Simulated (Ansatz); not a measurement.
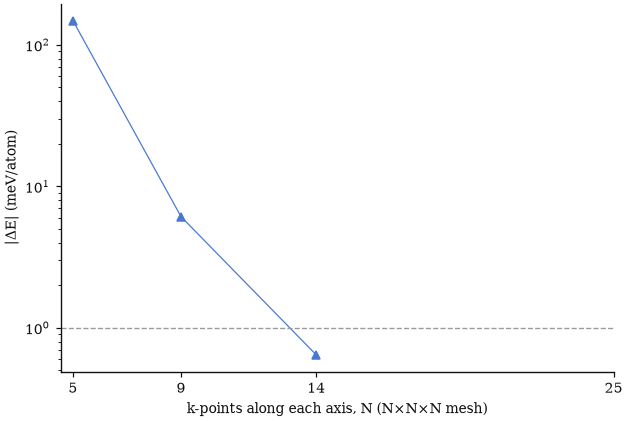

One cell, run at 4 values of the k-point mesh.
The run: Rh (Fm-3m, 1 atom in the cell), by DFT, LDA, all-electron LAPW, scalar-relativistic (Ansatz 0.2.0); cutoff 296.08 eV, Fermi–Dirac smearing of 0.05 eV.
ΔE is the free energy less its value at the densest setting, 25×25×25.
Dashed lines or grey bands mark the tolerance: 1 meV/atom.

> From which setting is the free energy converged to 1 meV/atom?

The free energy is within 1 meV/atom of the densest setting's value from 14×14×14 on. It is off by 150 meV/atom at 5×5×5 and 6.1 meV/atom at 9×9×9 (always above it).
